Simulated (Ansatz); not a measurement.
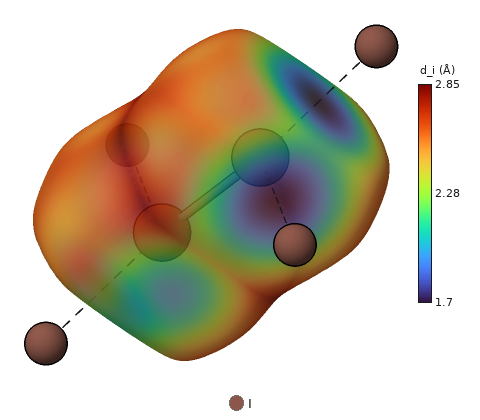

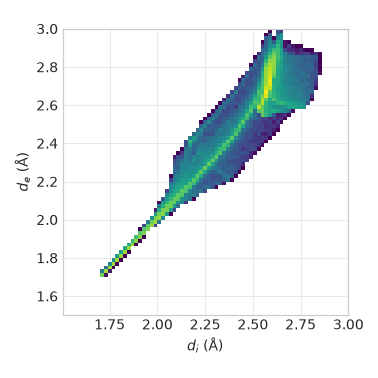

Hirshfeld surface computed for the I$_{2}$ molecule in I (Cmce), coloured by d_i. Dashed lines lead to the closest neighbours outside. The second picture is its fingerprint plot, coloured by area on a logarithmic scale (dark little, yellow much).

The surface is where the fragment's share of the procrystal density (the sum of the densities of spherically averaged neutral Hartree-Fock atoms) equals one half. d_i and d_e are the distances from the surface to the nearest nucleus inside and outside. Van der Waals radii (Alvarez): I 2.04 Å. From Rb on the atoms have core potentials, so only their outer electrons count.

Origin of the cell: the geometry relaxed at fixed volume with Ansatz, DFT PBE, spin-orbit coupling, plane waves, PAW.

```
I
1.0
     9.11159    0.00000    0.00000
     0.00000    4.56386    0.00000
     0.00000    0.00000    9.94573
I
8
Direct
  0.50000 0.16057 0.62234
  0.50000 0.83943 0.37766
  0.50000 0.66057 0.87766
  0.50000 0.33943 0.12234
  0.00000 0.66057 0.62234
  0.00000 0.33943 0.37766
  0.00000 0.16057 0.87766
  0.00000 0.83943 0.12234
```

Question: Which contact with the surroundings is the closest relative to the atoms' sizes?

Answer: I···I at 3.41 Å, 84 % of the sum of the van der Waals radii.

Question: How is the surface shared among contacts (both directions of a pair summed)?

Answer: I···I 100 %.

Question: Give the size and shape of the surface.

Answer: It encloses about 98 Å³, has an area of about 112 Å² and a globularity of 0.91 (1 for a sphere).

Question: Where does the fingerprint reach closest to the origin?

Answer: The smallest d_i + d_e is about 3.4 Å, which belongs to the shortest contact, I···I at 3.41 Å; d_e runs from 1.71 to 2.98 Å.
